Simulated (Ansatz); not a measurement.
**SiGeO4 (built on the sites of a database entry of SiO2): from the cell to its phonons**

Aim: the phonons of SiGeO4 (built on the sites of a database entry of SiO2) at a cell relaxed beforehand at this level. After the zone centre comes a 2×2×2 q mesh on a 4×4×4 k mesh.

Method: DFT PBEsol, scalar-relativistic, plane waves, PseudoDojo norm-conserving pseudopotentials, in Ansatz 0.2.0.

The structure was built from a prototype and need not be the compound's stable phase.

## (1) Starting point

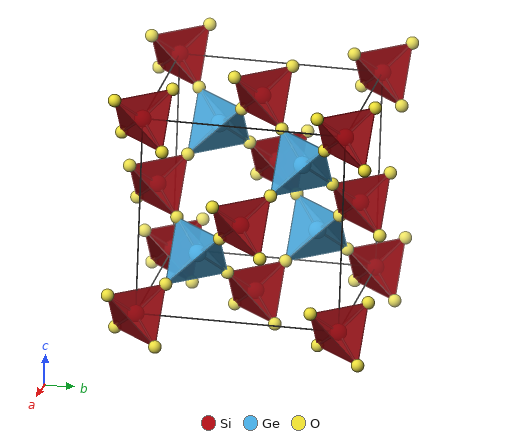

The starting structure, seen slightly off an axis (silicon red, germanium blue, oxygen yellow). This picture shows the conventional cell, with its axes. Some periodic images of atoms are drawn too.

Coordinates:

```cif
data_structure
_symmetry_space_group_name_H-M 'P 1'
_symmetry_Int_Tables_number 1
_cell_length_a 5.4276
_cell_length_b 5.4276
_cell_length_c 5.4276
_cell_angle_alpha 60.000
_cell_angle_beta 60.000
_cell_angle_gamma 60.000
_cell_volume 113.06
loop_
_atom_site_label
_atom_site_type_symbol
_atom_site_fract_x
_atom_site_fract_y
_atom_site_fract_z
_atom_site_occupancy
Si1 Si 0.00000 0.00000 0.00000 1
Ge2 Ge 0.25000 0.25000 0.25000 1
O3 O 0.12090 0.12090 0.12090 1
O4 O 0.63730 0.12090 0.12090 1
O5 O 0.12090 0.12090 0.63730 1
O6 O 0.12090 0.63730 0.12090 1
```

## (2) Linear response at the zone centre

The cell comes from relaxations at this level that are not shown. The zone centre comes first: it holds the modes that light can see, as far as symmetry allows. The response to a homogeneous field gives the Born charges and the dielectric tensor, and its change with displacement the Raman tensors.

input.yaml reads:

```yaml
crystal:
  lattice:
    - [0.0, 3.8379174859, 3.8379174859]
    - [3.8379174859, 0.0, 3.8379174859]
    - [3.8379174859, 3.8379174859, 0.0]
  atoms:
    - { symbol: Si, position: [0.0, 0.0, 0.0] }
    - { symbol: Ge, position: [0.25, 0.25, 0.25] }
    - { symbol: O, position: [0.1209006003, 0.1209006003, 0.1209006003] }
    - { symbol: O, position: [0.6372981992, 0.1209006003, 0.1209006003] }
    - { symbol: O, position: [0.1209006003, 0.1209006003, 0.6372981992] }
    - { symbol: O, position: [0.1209006003, 0.6372981992, 0.1209006003] }
kpoints:
  mp_grid: { grid: [4, 4, 4] }
hamiltonian:
  xc: pbesol
  pseudopotentials: { kind: nc, accuracy: standard }
scf:
  occupations: { method: fixed }
output:
  eigenvalues: true
phonons:
  method: dfpt
  dielectric: true
  rigid_motions: translations
  raman: true
```

The run is started by

```
$ ansatz run input.yaml --threads 8 --pin off --max-ram 14336MiB --backend cpu --events-out ev --progress --plain --runs-dir out
```

Numbers of over 12 decimals in the logs are rounded to 6 here.

Output:

```text
Engine: ansatz 0.2.0, x86_64-unknown-linux-gnu
Pseudopotentials: kind: nc
Pseudopotential: Si, nc, valence charge 4, recommended cutoff 489.804952 eV (normal), Si.nc.azcp (PseudoDojo's, or run here from an input of PseudoDojo's; its table is named by hamiltonian.pseudopotentials.accuracy)
Pseudopotential: Ge, nc, valence charge 14, recommended cutoff 1061.244064 eV (normal), Ge.nc.azcp (PseudoDojo's, or run here from an input of PseudoDojo's; its table is named by hamiltonian.pseudopotentials.accuracy)
Pseudopotential: O, nc, valence charge 6, recommended cutoff 1142.878222 eV (normal), O.nc.azcp (PseudoDojo's, or run here from an input of PseudoDojo's; its table is named by hamiltonian.pseudopotentials.accuracy)
Functional definition: PBEsol
  exchange = pbesol_x
  correlation = pbesol_c
Crystal: 6 atoms, lattice volume = 113.062 Å³
Basis set: ecut = 1142.878222 eV, 9841 PW (Γ), exchange–correlation on 120×120×120 points (8 copies of the dense FFT grid, shifted against one another)
Bands: 27, of which v1, the nominal top of the filled ones, is band 21 counted from 1 (20 counted from 0)
Symmetry: 24 space group operations
k-points: 24 of 64 (irreducible under 2 space group operations, time reversal used)
Non-local potential: Si, projectors of the file, l = 0: 2, l = 1: 2, l = 2: 2
Non-local potential: Ge, projectors of the file, l = 0: 2, l = 1: 2, l = 2: 2
Non-local potential: O, projectors of the file, l = 0: 2, l = 1: 2, l = 2: 1
Initial density: superposition of atomic densities (chi_scale 0.1, normalization cell, long waves kept (reshape's long-wave potential 0.07 eV rms))
Initial wavefunctions: pseudopotential atomic-orbital guess
Functional: x = pbesol(κ = 0.804, μ = 0.123457), c = pbesol(β = 0.046)
SCF iter   1: F=—  HF=-4343.577101 eV  |F-HF|=—  |Δ(HF+E_count)|=         —  Δρ=9.28e-2  dr2=8.14e0  ethr=3.10e-3  ⟨swp⟩=5.0  Hψ=2872  notcnv=0  defer=85
preconditioner: auto → none  [insulator: Δε(μ)=5.043 eV  Ē_g=20.695 eV  n_scr=14 (ndim 8)  ℏωp=22.6 eV  f_vac=0.302  ε∞_Penn≈2.2]
SCF iter   2: F=—  HF=-4341.176249 eV  |F-HF|=—  |Δ(HF+E_count)|=    2.40e0  Δρ=4.42e-2  dr2=9.06e-1  ethr=3.10e-3  ⟨swp⟩=3.8  Hψ=1818  notcnv=0  defer=81
SCF iter   3: F=—  HF=-4340.946478 eV  |F-HF|=—  |Δ(HF+E_count)|=   2.30e-1  Δρ=1.44e-2  dr2=1.13e-1  ethr=2.16e-3  ⟨swp⟩=2.0  Hψ=1008  notcnv=0  defer=94
SCF iter   4: F=—  HF=-4340.935154 eV  |F-HF|=—  |Δ(HF+E_count)|=   1.13e-2  Δρ=4.24e-3  dr2=1.05e-2  ethr=2.70e-4  ⟨swp⟩=2.2  Hψ=1149  notcnv=0  defer=96
SCF iter   5: F=—  HF=-4340.933907 eV  |F-HF|=—  |Δ(HF+E_count)|=   1.25e-3  Δρ=8.04e-4  dr2=3.62e-4  ethr=2.50e-5  ⟨swp⟩=3.3  Hψ=1254  notcnv=0  defer=96
SCF iter   6: F=—  HF=-4340.933968 eV  |F-HF|=—  |Δ(HF+E_count)|=   6.07e-5  Δρ=1.46e-4  dr2=6.59e-6  ethr=8.63e-7  ⟨swp⟩=2.2  Hψ=1015  notcnv=0  defer=96
SCF iter   7: F=—  HF=-4340.933985 eV  |F-HF|=—  |Δ(HF+E_count)|=   1.68e-5  Δρ=3.12e-5  dr2=4.89e-7  ethr=1.57e-8  ⟨swp⟩=2.0  Hψ=1014  notcnv=0  defer=96
SCF iter   8: F=—  HF=-4340.933746 eV  |F-HF|=—  |Δ(HF+E_count)|=   2.39e-4  Δρ=5.81e-6  dr2=1.75e-8  ethr=1.16e-9  ⟨swp⟩=2.4  Hψ=1051  notcnv=0  defer=89
SCF iter   9: F=—  HF=-4340.933746 eV  |F-HF|=—  |Δ(HF+E_count)|=   2.00e-9  Δρ=6.44e-7  dr2=1.67e-10  ethr=4.17e-11  ⟨swp⟩=2.0  Hψ=1109  notcnv=0  defer=89
SCF iter  10: F=-4340.933746 eV  HF=-4340.933746 eV  |F-HF|=1.82e-12  |Δ(HF+E_count)|=  2.64e-11  Δρ=1.03e-7  dr2=3.64e-12  ethr=1.00e-12  ⟨swp⟩=16.8  Hψ=4904  notcnv=0
SCF 1 converged in 10 iterations: F = -4340.933746 eV  dr2 = 3.64e-12
NSCF: frozen V_eff on 1 k-points
DFPT response loops at Γ: preconditioner auto → none (the input reference at scf.mixing.eps_inf says where Resta's filter doesn't serve); β = 0.50; Broyden in place of MSR1
── the response to a field inside a basis, on 4×4×4 k-points: an SCF that follows is theirs, and a resumed run solves both again ──
Bands: 22, of which v1, the nominal top of the filled ones, is band 21 counted from 1 (20 counted from 0)
k-points: 10 of 64 (irreducible under 6 space group operations, time reversal used)
Initial density: handed on by an earlier stage of this run
Initial wavefunctions: pseudopotential atomic-orbital guess (no wavefunctions were taken with the density)
Eigensolver: Dense (10 Hₖ)
SCF iter   1: F=—  HF=-4340.916472 eV  |F-HF|=—  |Δ(HF+E_count)|=         —  Δρ=1.45e-4  dr2=1.69e-6  ethr=1.00e-1
preconditioner: auto → none  [insulator: Δε(μ)=4.536 eV  Ē_g=16.737 eV  n_scr=14 (ndim 8)  ℏωp=22.6 eV  f_vac=0.381  ε∞_Penn≈2.8]
SCF iter   2: F=—  HF=-4340.916475 eV  |F-HF|=—  |Δ(HF+E_count)|=   2.65e-6  Δρ=7.22e-5  dr2=4.02e-7  ethr=4.01e-9
SCF iter   3: F=—  HF=-4340.916476 eV  |F-HF|=—  |Δ(HF+E_count)|=   9.45e-7  Δρ=3.55e-6  dr2=7.77e-9  ethr=9.58e-10
SCF iter   4: F=—  HF=-4340.916476 eV  |F-HF|=—  |Δ(HF+E_count)|=   1.51e-9  Δρ=1.15e-6  dr2=8.52e-10  ethr=1.85e-11
SCF iter   5: F=-4340.916476 eV  HF=-4340.916476 eV  |F-HF|=1.18e-11  |Δ(HF+E_count)|=  4.91e-11  Δρ=3.35e-7  dr2=4.09e-11  ethr=2.03e-12
SCF 1 converged in 5 iterations: F = -4340.916476 eV  dr2 = 4.09e-11
DFPT response loops at Γ: mixed as the last ones told, above
DFPT response loops at Γ: mixed as the last ones told, above
SCF converged after 10 iterations
Free energy (F): -4340.933746 eV
Harris-Foulkes:  -4340.933746 eV  (|F-HF|=1.82e-12)
Internal energy: -4340.933746 eV  (E = F + TS)
E sigma→0 (E₀):  -4340.933746 eV
Fermi energy:    0.223977 eV
--- Per-component energies (eV) ---
  E_band       = -441.278532
  E_kinetic    = 3123.477332
  E_local      = -5456.542006  (includes V_loc(G=0)·N_el)
  E_nonlocal   = -1588.351388
  E_hartree    = 2217.259607
  E_xc         = -1086.764842
  E_vxc        = -954.381737  (∫ρ·V_xc dr)
  E_ewald      = -1550.012449
  E_smearing   = -0.000000  (= −TS)
  E_closure    = -0.000000  (closes the sum)
  Σ components = -4340.933746   (vs F -4340.933746, Δ=0.00e0)
--- Band table (eV; the first three rows and the last of 24) ---
  k-point 0: bands = [... 17 lower, -1.3482, 0.2194, 0.2194, 0.2194, 4.5342, 7.3401, 8.5999, 8.5999, ... 2 higher]
  k-point 1: bands = [... 17 lower, -1.3861, -0.1228, -0.1228, 0.2217, 5.2831, 7.7235, 8.9353, 9.1934, ... 2 higher]
  k-point 2: bands = [... 17 lower, -1.4950, -0.4571, -0.4571, 0.2240, 6.0322, 8.1405, 8.8899, 9.9328, ... 2 higher]
  k-point 23: bands = [... 17 lower, -1.4950, -0.4571, -0.4571, 0.2240, 6.0322, 8.1405, 8.8899, 9.9328, ... 2 higher]
--- Phonons (Γ-DFPT): 3 representative perturbations + reference, on 24 of 64 k-points (Σ response iterations 11) ---
  k mesh reduced under 2 symmetry operations, with k and −k counted as one. Each operation leaves every solved perturbation unchanged. A smaller set is not considered because the run solves the response to a homogeneous field
  ASR residual: 1.408e-4 → 0.000e0 eV/Å²; symmetrization residual: 6.873e-6 eV/Å²
  ASR residual per site (eV/Å²): 1.75e-5 6.64e-7 1.41e-4 1.41e-4 1.41e-4 1.41e-4
  Γ frequencies (cm⁻¹): -124.44 -124.44 -124.44 0.00 0.00 0.00 281.30 281.30 293.45 293.45 293.45 587.26 587.26 587.26 1050.61 1050.61 1050.61 1144.94
  ε∞ (high-frequency dielectric tensor):
        2.181542    -0.000000    -0.000000
       -0.000000     2.181542     0.000000
       -0.000000     0.000000     2.181542
  softest optical mode at Γ: -124.44 cm⁻¹; the repairs (sum rule, projections) moved no ω² at Γ by more than (2.17 cm⁻¹)²
  Born effective charges Z* (e; rows j = field, columns β = displacement):
    site 0:
         3.64100    0.00000   -0.00000
         0.00000    3.64100   -0.00000
         0.00000   -0.00000    3.64100
    site 1:
         3.54449    0.00000   -0.00000
         0.00000    3.54449   -0.00000
         0.00000   -0.00000    3.54449
    site 2:
        -1.79637   -0.82215   -0.82215
        -0.82215   -1.79637   -0.82215
        -0.82215   -0.82215   -1.79637
    site 3:
        -1.79637    0.82215    0.82215
         0.82215   -1.79637   -0.82215
         0.82215   -0.82215   -1.79637
    site 4:
        -1.79637   -0.82215    0.82215
        -0.82215   -1.79637    0.82215
         0.82215    0.82215   -1.79637
    site 5:
        -1.79637    0.82215   -0.82215
         0.82215   -1.79637    0.82215
        -0.82215    0.82215   -1.79637
  Z* charge neutrality: 8.555e-4 e pre-enforcement
  solved inside a basis spanned on kpoints, on 4×4×4 k-points: ε∞ is read to err by 3.8e-3, Z* by 1.5e-2 e (field_mesh: kpoints solves on kpoints); Z* is corrected for what the basis lacks
  Raman tensors (in the event stream and the table raman_tensors.tsv): an entry may err by 2.9e-3 Å², one of the second-order susceptibility by 9.5e-4 pm/V (basis, points and sum rule); their sum over the sites missed zero by 2.152e-4 Å² ahead of its enforcement
  optical modes at Γ without the LO–TO term, one row a degenerate level:
      ω (cm⁻¹)  modes    IR ((D/Å)²/amu)  static Raman (Å⁴/amu)  depolarisation
       -124.44      3             0.0000                 0.0000               —
        281.30      2             0.0000                 2.4700           0.750
        293.45      3            21.7783                 3.7411           0.750
        587.26      3             0.6762                12.7641           0.750
       1050.61      3           101.4199                 2.2277           0.750
       1144.94      1             0.0000                 4.8475           0.000
  optical modes at Γ + LO–TO along q̂ = [1.0000, 0.0000, 0.0000]:
      ω (cm⁻¹)  modes    IR ((D/Å)²/amu)  static Raman (Å⁴/amu)  depolarisation
       -124.44      3             0.0000                 0.0000               —
        281.30      2             0.0000                 2.4700           0.750
        293.45      2            14.5189                 2.4941           0.750
        366.07      1             4.1717                 0.5241           0.750
        587.26      2             0.4508                 8.5094           0.750
        588.71      1             0.1715                 4.1417           0.750
       1050.61      2            67.6133                 1.4851           0.750
       1144.94      1             0.0000                 4.8475           0.000
       1187.95      1            36.9483                 0.1539           0.750
  optical modes at Γ + LO–TO along q̂ = [0.0000, 1.0000, 0.0000]:
      ω (cm⁻¹)  modes    IR ((D/Å)²/amu)  static Raman (Å⁴/amu)  depolarisation
       -124.44      3             0.0000                 0.0000               —
        281.30      2             0.0000                 2.4700           0.750
        293.45      2            14.5189                 2.4941           0.750
        366.07      1             4.1717                 0.5241           0.750
        587.26      2             0.4508                 8.5094           0.750
        588.71      1             0.1715                 4.1417           0.750
       1050.61      2            67.6133                 1.4851           0.750
       1144.94      1             0.0000                 4.8475           0.000
       1187.95      1            36.9483                 0.1539           0.750
  optical modes at Γ + LO–TO along q̂ = [0.0000, 0.0000, 1.0000]:
      ω (cm⁻¹)  modes    IR ((D/Å)²/amu)  static Raman (Å⁴/amu)  depolarisation
       -124.44      3             0.0000                 0.0000               —
        281.30      2             0.0000                 2.4700           0.750
        293.45      2            14.5189                 2.4941           0.750
        366.07      1             4.1717                 0.5241           0.750
        587.26      2             0.4508                 8.5094           0.750
        588.71      1             0.1715                 4.1417           0.750
       1050.61      2            67.6133                 1.4851           0.750
       1144.94      1             0.0000                 4.8475           0.000
       1187.95      1            36.9483                 0.1539           0.750
```

Elapsed: 72 s, on 8 threads of AMD EPYC 9R45, shared host; peak memory 2.9 GiB.

In the SCF lines HF is the Harris–Foulkes energy and dr2 the Hartree energy of the density residual, in eV; the loop may stop once dr2 is under the threshold and the program's other checks hold. Hψ counts applications of the Hamiltonian.

A gap read on the k-mesh alone can miss the band edges.

This step gave:

| Quantity | Value |
| --- | --- |
| gap on the k-mesh | 4.310 eV |
| volume per atom | 18.84 Å³ |
| sum-rule residual before enforcement | 1.41e-4 eV/Å² |
| miss of the charge sum rule | 8.55e-4 e |
| estimated error of the dielectric tensor | 0.003761 |
| estimated error of the Born charges | 0.01529 e |
| point group | -43m |
| highest optical mode at the zone centre (no LO-TO term) | 1145 cm⁻¹ |
| lowest optical zone-centre mode | -124.4 cm⁻¹ |
| mean high-frequency dielectric constant | 2.182 |
| largest Born charge (third of the trace) | 3.641 e |
| top of the zone-centre spectrum with the field | 1188 cm⁻¹ |

Without the LO-TO term. Patterns of degenerate modes are one choice out of their space. The modes at Γ (shares of kinetic energy by element, %) (negative means imaginary):

| mode | frequency (cm⁻¹) | symmetry | Si % | Ge % | O % |
| --- | --- | --- | --- | --- | --- |
| 1 | -124.4 | T1 | 0 | 0 | 100 |
| 2 | -124.4 | T1 | 0 | 0 | 100 |
| 3 | -124.4 | T1 | 0 | 0 | 100 |
| 4 | 0.0 | acoustic | 17 | 44 | 39 |
| 5 | 0.0 | acoustic | 17 | 44 | 39 |
| 6 | 0.0 | acoustic | 17 | 44 | 39 |
| 7 | 281.3 | E | 0 | 0 | 100 |
| 8 | 281.3 | E | 0 | 0 | 100 |
| 9 | 293.4 | T2 | 2 | 26 | 72 |
| 10 | 293.4 | T2 | 2 | 26 | 72 |
| 11 | 293.4 | T2 | 2 | 26 | 72 |
| 12 | 587.3 | T2 | 62 | 27 | 11 |
| 13 | 587.3 | T2 | 62 | 27 | 11 |
| 14 | 587.3 | T2 | 62 | 27 | 11 |
| 15 | 1050.6 | T2 | 19 | 2 | 79 |
| 16 | 1050.6 | T2 | 19 | 2 | 79 |
| 17 | 1050.6 | T2 | 19 | 2 | 79 |
| 18 | 1144.9 | A1 | 0 | 0 | 100 |

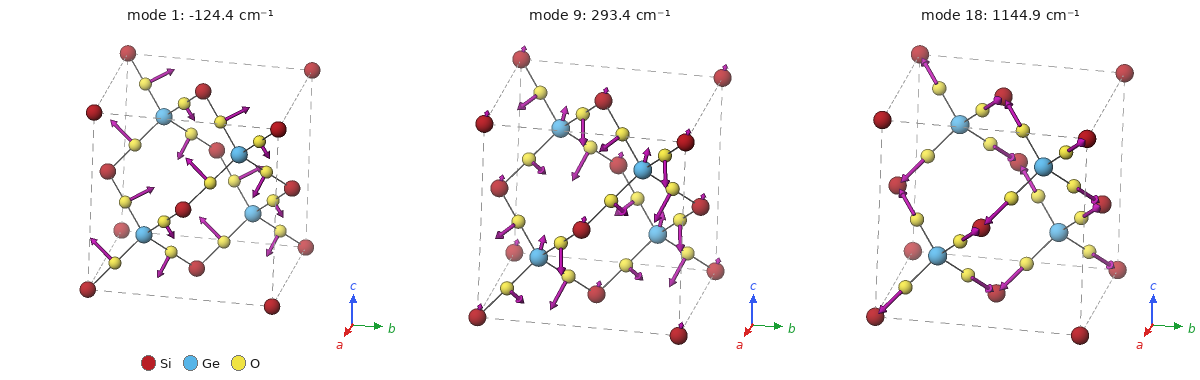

Displacement patterns of modes 1, 9 and 18 at Γ; arrows are exaggerated. Bonds to atoms that aren't drawn are left out. Some periodic images of atoms are drawn too.

Optical modes at the zone centre, without and with the macroscopic field of the longitudinal modes; each column is sorted by frequency, so a row need not hold one and the same mode. Modes with and without the field, by row:

| rank among optical modes | no field (cm⁻¹) | q along (1, 0, 0) (cm⁻¹) |
| --- | --- | --- |
| 1 | -124.4 | -124.4 |
| 2 | -124.4 | -124.4 |
| 3 | -124.4 | -124.4 |
| 4 | 281.3 | 281.3 |
| 5 | 281.3 | 281.3 |
| 6 | 293.4 | 293.4 |
| 7 | 293.4 | 293.4 |
| 8 | 293.4 | 366.1 |
| 9 | 587.3 | 587.3 |
| 10 | 587.3 | 587.3 |
| 11 | 587.3 | 588.7 |
| 12 | 1051 | 1051 |
| 13 | 1051 | 1051 |
| 14 | 1051 | 1145 |
| 15 | 1145 | 1188 |

Born charge (rows field, columns displacement) (e), principal values of the symmetric part by kind of site:

| atom | atoms with these values | low | middle | high | mean |
| --- | --- | --- | --- | --- | --- |
| Si1 | 1 | 3.64 | 3.64 | 3.64 | 3.64 |
| Ge2 | 1 | 3.54 | 3.54 | 3.54 | 3.54 |
| O3 | 4 | -3.44 | -0.97 | -0.97 | -1.80 |

In full for Ge2:

```
3.54 0.00 0.00
0.00 3.54 0.00
0.00 0.00 3.54
```

High-frequency dielectric tensor:

```
2.18 0.00 0.00
0.00 2.18 0.00
0.00 0.00 2.18
```

Transverse modes; imaginary modes are left out. Lines of the infrared spectrum (strongest = 100):

| position (cm⁻¹) | label | relative intensity |
| --- | --- | --- |
| 281 | E | 0.0 |
| 294 | T2 | 21 |
| 587 | T2 | 0.7 |
| 1051 | T2 | 100 |
| 1145 | A1 | 0.0 |

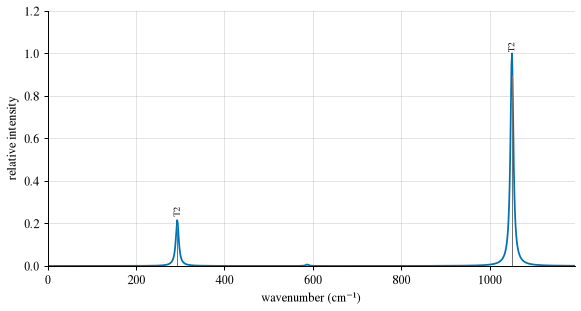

The infrared spectrum, broadened with Lorentzians of width 8 cm⁻¹; bars mark the lines.

Activity x (w_L - w)^4 (n + 1)/w, 532 nm, 300 K; imaginary modes are left out; modes without the macroscopic field alone. Raman lines, with heights relative to the strongest:

| position (cm⁻¹) | label | relative intensity |
| --- | --- | --- |
| 281 | E | 55 |
| 294 | T2 | 78 |
| 587 | T2 | 100 |
| 1051 | T2 | 8.3 |
| 1145 | A1 | 16 |

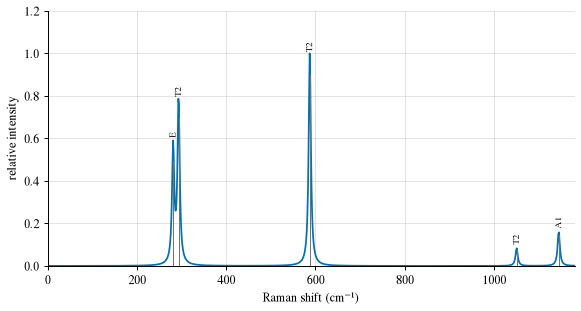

The Raman spectrum, broadened with Lorentzians of width 6 cm⁻¹; bars mark the lines.

Static second-order susceptibility (pm/V), twice the coefficient d of second-harmonic generation. Second order susceptibility, by row:

| field along | xx | yy | zz | yz | xz | xy |
| --- | --- | --- | --- | --- | --- | --- |
| x | 0 | 0 | 0 | -0.83 | 0 | 0 |
| y | 0 | 0 | 0 | 0 | -0.83 | 0 |
| z | 0 | 0 | 0 | 0 | 0 | -0.83 |

Before it was imposed, the acoustic sum rule was missed by 1.4e-4 eV/Å² and the charge sum rule by 8.6e-4 e. Small misses are needed for a sound result but don't prove that mesh and cutoff are converged. The lowest optical mode is imaginary, 124.4i cm⁻¹, so the energy falls along it.

[end of part 1 of 2]

[Logs are printed without paths, hosts, clocks, repeated set-up lines and the standing remarks that a program may print on its own settings, such as how far it seeks lower states.]

[Hosts, paths, dates, database ids (printed as entryN), source tags and the programs' standing remarks are cut or masked in the printed files.]
